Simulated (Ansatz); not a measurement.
AlP

Input file:

```
crystal:
  lattice:
    - [0.0, 2.7534005778, 2.7534005778]
    - [2.7534005778, 0.0, 2.7534005778]
    - [2.7534005778, 2.7534005778, 0.0]
  atoms:
    - { symbol: Al, position: [0.0, 0.0, 0.0] }
    - { symbol: P, position: [0.25, 0.25, 0.25] }
basis:
  ecutwfc: 420
kpoints:
  mp_grid: { grid: [8, 8, 8] }
  band_path:
    path:
      - [[0.0, 0.0, 0.0], [-0.5, -0.5, 0.0], [-0.375, -0.375, 0.25]]
      - [[-0.375, 0.0, 0.375], [0.0, 0.0, 0.0], [0.0, 0.0, 0.5], [-0.5, -0.25, 0.25], [-0.5, -0.5, 0.0]]
    npoints: 14
hamiltonian:
  xc: pbe
scf:
  occupations: { method: gaussian, width: 0.02 }
  n_extra_bands: 6
output:
  forces: true
  stress: true
  eigenvalues: true
  populations: true
  dos: { projected: true, de: 0.02, nscf_kmesh: { grid: [12, 12, 12] } }
  bader: true
  write_density: true
  write_potential: true
  elf: true
  volumetric_format: npy
```

Launched as:

```sh
ansatz run input.yaml --threads 1 --pin off --max-ram 2560MiB --backend cpu --events-out ev --progress --plain --runs-dir out
```

Below, planes, directions and counts refer to the conventional cell (a = 5.51 Å, b = 5.51 Å, c = 5.51 Å, α = 90.00°, β = 90.00°, γ = 90.00°).

Space group F-43m; a structure generated by program, which may or may not match a known phase.

All numbers below come from DFT PBE, scalar-relativistic, plane waves, PAW in Ansatz 0.2.0.

In a PAW calculation such maps are meaningful between the atoms, not at the nuclei.

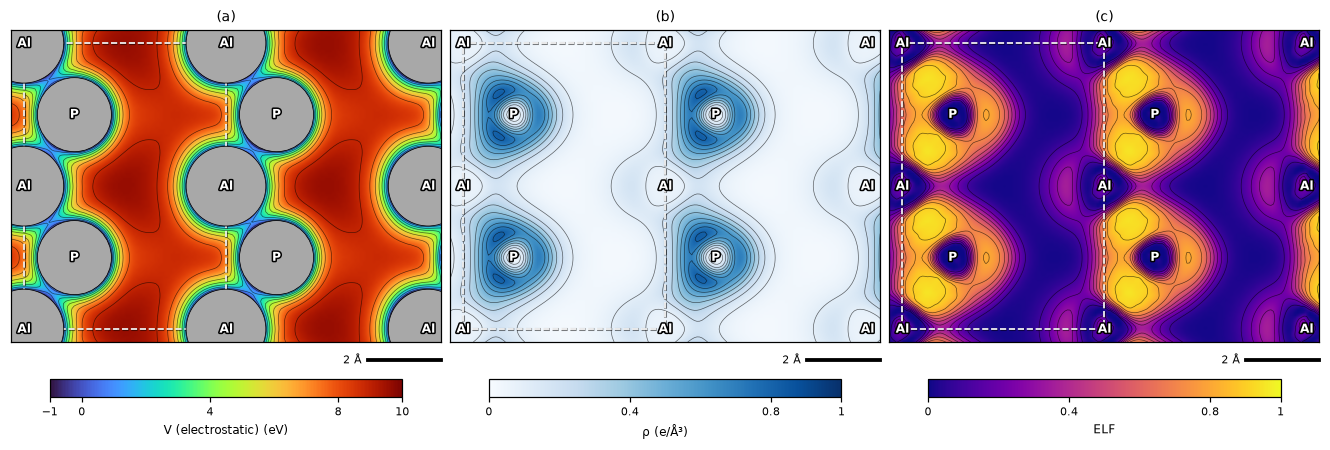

Figure 1. (a) electrostatic potential (local pseudopotential plus Hartree) felt by an electron; (b) valence charge density (pseudo); (c) electron localisation function on the (110) plane of the conventional cell. Grey discs cover the atomic cores in the potential map.

> Describe what can be read from this map.

The plane passes through Al and P nuclei.
Al–P (2.38 Å): the density is about 0.51 e/Å³ at the midpoint; the ELF peaks at about 0.95 between the atoms (a shared electron pair).
Between the atoms the lowest density in this plane is 0.02 e/Å³.
Outside the cores the potential energy rises away from the atoms and is highest about 2.4 Å from the nearest atoms; its zero is arbitrary.

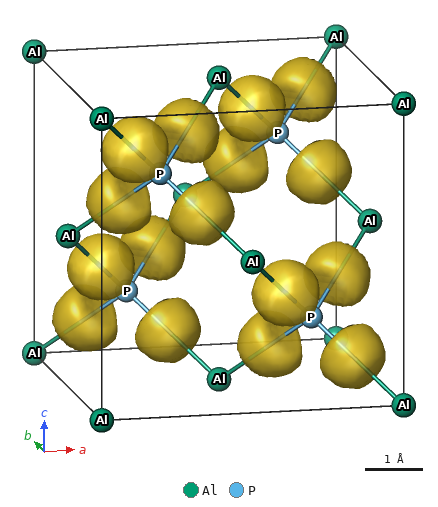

Figure 2. Isosurface of the electron localisation function at 0.85 (yellow), seen slightly off an axis. Core shells and regions of very low density are left out. Sticks mark near contacts.

> Where are the electrons localised?

At this value the surface marks out 16 regions between bonded Al–P atoms (shared pairs), counted in one cell of 8 atoms. Regions shared between cells count once.

> Which way does charge flow, and how much by Bader's partition?

Electrons move from Al towards P. Bader charges: Al +2.09 and P −2.09 e.

> Metal or insulator at this level of theory?

It is gapped, with a Kohn–Sham gap of 1.6 eV on the k-point mesh, an upper bound to the gap of this method.
